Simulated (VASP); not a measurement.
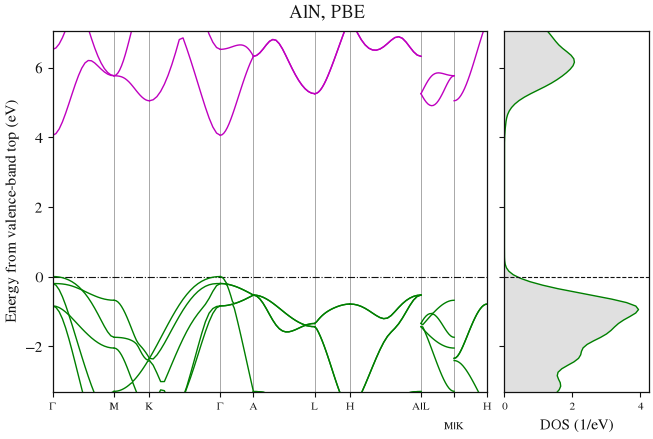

Band structure and density of states. Energies are counted from the top of the valence band. The DOS curve is built from the levels of the k mesh with Gaussians 0.55 eV wide, which also blur the band edges; ripples of that width can come from the mesh.

The VASP input:

POSCAR:
```
AlN                                     
1.0
    3.1285905648      0.0000000000      0.0000000000
   -1.5642952824      2.7094389052      0.0000000000
    0.0000000000      0.0000000000      5.0164344484
  Al              N             
     2     2
Direct
     0.3333333300000021    0.6666666699999979    0.9992562587616902
     0.6666666699999979    0.3333333300000021    0.4992562587616902
     0.3333333300000021    0.6666666699999979    0.3807437412383123
     0.6666666699999979    0.3333333300000021    0.8807437412383123
```

INCAR.step1:
```
  ALGO = Fast
  EDIFF = 1E-7
  ENCUT = 520
  GGA = PE
  ISIF = 2
  ISMEAR = 0
  LASPH = T
  LCHARG = T
  LREAL = F
  LWAVE = F
  NBANDS = 16
  NELM = 100
  PREC = Accurate
  SIGMA = 1.0
```

KPOINTS.step1:
```
k-points
0
Gamma
  12 12 6
```

INCAR.step2:
```
  ALGO = Fast
  EDIFF = 1E-7
  ENCUT = 520
  GGA = PE
  ICHARG = 11
  ISIF = 2
  ISMEAR = 0
  LASPH = T
  LCHARG = F
  LREAL = F
  LWAVE = F
  NBANDS = 16
  NELM = 100
  PREC = Accurate
  SIGMA = 0.05
```

KPOINTS.step2:
```
path GMKGALHA,LM,KH
20
line-mode
reciprocal
 0.0000000000  0.0000000000  0.0000000000  G
 0.5000000000  0.0000000000  0.0000000000  M

 0.5000000000  0.0000000000  0.0000000000  M
 0.3333333333  0.3333333333  0.0000000000  K

 0.3333333333  0.3333333333  0.0000000000  K
 0.0000000000  0.0000000000  0.0000000000  G

 0.0000000000  0.0000000000  0.0000000000  G
 0.0000000000  0.0000000000  0.5000000000  A

 0.0000000000  0.0000000000  0.5000000000  A
 0.5000000000  0.0000000000  0.5000000000  L

 0.5000000000  0.0000000000  0.5000000000  L
 0.3333333333  0.3333333333  0.5000000000  H

 0.3333333333  0.3333333333  0.5000000000  H
 0.0000000000  0.0000000000  0.5000000000  A

 0.5000000000  0.0000000000  0.5000000000  L
 0.5000000000  0.0000000000  0.0000000000  M

 0.3333333333  0.3333333333  0.0000000000  K
 0.3333333333  0.3333333333  0.5000000000  H
```

System: wurtzite AlN, space group P6_3mc (No. 186), 4 atoms in the cell.

Level of theory: PBE, VASP PAW PBE potentials, release 64 (Al, N), no spin polarisation, no spin-orbit coupling, 12×12×6 k mesh, 520 eV cutoff, Gaussian smearing of 1 eV; code VASP.

Is there a gap? Give its size, its kind and where the band edges lie.

The bands leave a gap. The gap along this path is 4.06 eV and direct: both edges lie at Γ.

What are the direct gaps at M, K and Γ?

The direct gaps are 6.45 eV at M, 7.39 eV at K and 4.06 eV at Γ.

How many bands meet at the valence-band top?

The top valence level at Γ is a single band, not degenerate (spin aside).

LDA, GGA and most meta-GGA functionals understate gaps. The cell was derived from a database entry in an earlier step, so it needn't be the measured one.
